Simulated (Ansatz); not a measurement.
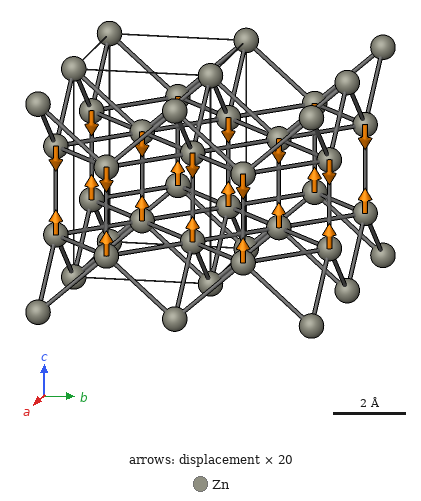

A relaxation of crystalline Zn (built on the K_65 type). The starting structure is drawn; orange arrows show the displacements (the part carried along by the change of the cell is left out), 20 times their true length.

The picture is a ball-and-stick view of the cell of the calculation, repeated 2 × 2 × 1 with one cell outlined, seen slightly off an axis.

Case: K type (Cmmm, No. 65).

Computed with DFT PBE, scalar-relativistic, plane waves, PAW in Ansatz 0.2.0.

The input:
```yaml
crystal:
  lattice:
    - [2.6428611172, -2.8361301746, 0.0]
    - [2.6428611172, 2.8361301746, 0.0]
    - [0.0, 0.0, 6.0042845176]
  atoms:
    - { symbol: Zn, position: [0.5, 0.0, 0.2869290579] }
    - { symbol: Zn, position: [0.0, 0.5, 0.7130709421] }
    - { symbol: Zn, position: [0.0, 0.5, 0.2869290579] }
    - { symbol: Zn, position: [0.5, 0.0, 0.7130709421] }
    - { symbol: Zn, position: [0.0, 0.0, 0.0] }
basis:
  ecutwfc: 420
kpoints:
  mp_grid: { grid: [10, 10, 6] }
hamiltonian:
  xc: pbe
scf:
  occupations: { method: gaussian, width: 0.1 }
output:
  forces: true
  stress: true
  eigenvalues: true
relax:
  adjacent_minimum: "off"
  f_tol: 0.01
  max_steps: 80
  cell: { stress_tol: 0.05 }
```

What did the optimiser do to the structure, and how much energy did it gain?

Answer. After 3 accepted moves (5 points after the start) the energy has fallen by 7.4 meV per atom. Largest force component: 0.086 eV/Å at the start, 0.00048 eV/Å at the end. Pressure: 0.30 GPa at the start and −0.01 GPa at the end. The line search rejected the trial step at point 2 of the run. The SCF was repeated once at an unchanged geometry on a basis and grid sized afresh for the cell, which shifted the energy by less than 0.05 meV per atom at most. The largest moves relative to the cell, 0.037 Å, are those of Zn1, Zn2, Zn3 and Zn4. Zn1 goes along +c. The volume changes by −0.3 %, with a = b 3.877 → 3.804 Å (−1.9 %), c 6.004 → 6.202 Å (+3.3 %), γ 94.0° → 91.6°. Among the contacts that change: Zn1–Zn3 2.836 → 2.728 Å, Zn1–Zn5 2.593 → 2.630 Å, Zn1–Zn4 2.559 → 2.568 Å, Zn1–Zn3 (another image) 2.643 → 2.651 Å. The space group stays Cmmm (No. 65).
